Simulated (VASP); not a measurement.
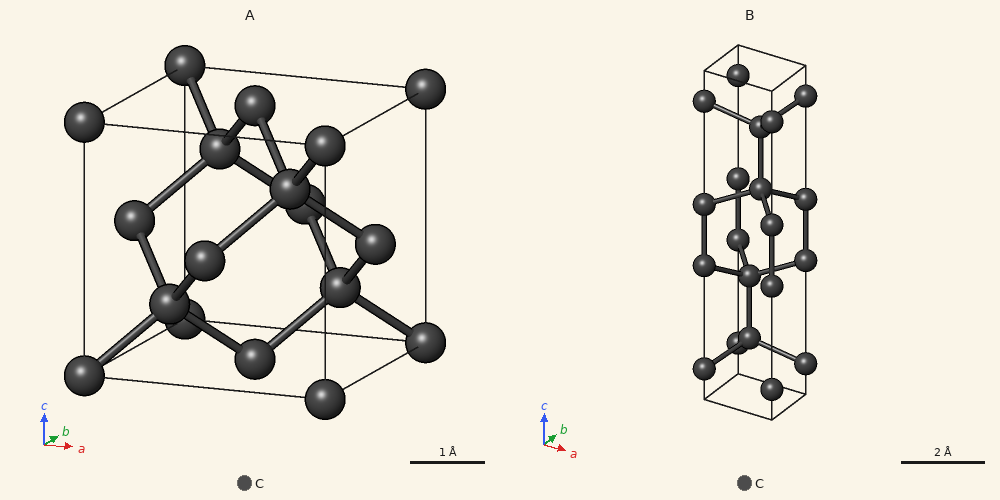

Two structures of C, each relaxed (cell and atoms) at zero pressure; conventional cells in solid outline, small ones repeated, each panel with its own scale. Alike in all runs: VASP 6.6.1; functional PW91; VASP's PAW PBE potentials, release 64 (C); cutoff 600 eV; occupations fermi-dirac, width 0.05 eV; no spin polarisation; no spin-orbit coupling. The k meshes have like spacings.

Give the type and space group of each panel.

A: diamond, Fd-3m; B: 8 atoms a cell on a primitive hexagonal lattice, P6₃/mmc.

Rank them by energy, lowest first.

A, then B (+10 meV/atom), static energies at zero smearing.

Collect the results in a table.

| panel | space group | E − E(lowest) (meV/atom) | volume (Å³/atom) | gap (eV) |
| --- | --- | --- | --- | --- |
| A | Fd-3m | 0 | 5.7 | 4.17 |
| B | P6₃/mmc | 10 | 5.7 | 4.57 |

At room conditions C is graphite, which this level doesn't put lowest.

The starts are database entries or structure types tried for this composition, and the most stable form need not be among them. Approximate functionals can misorder forms that lie within a few tens of meV/atom, as they do the rutile and anatase forms of TiO₂. Gaps are the least found on the k-mesh, which misses some points of high symmetry; where the band edges lie there, the true gap is smaller, at times by an eV.

Caveat: semilocal functionals give gaps below the measured ones.
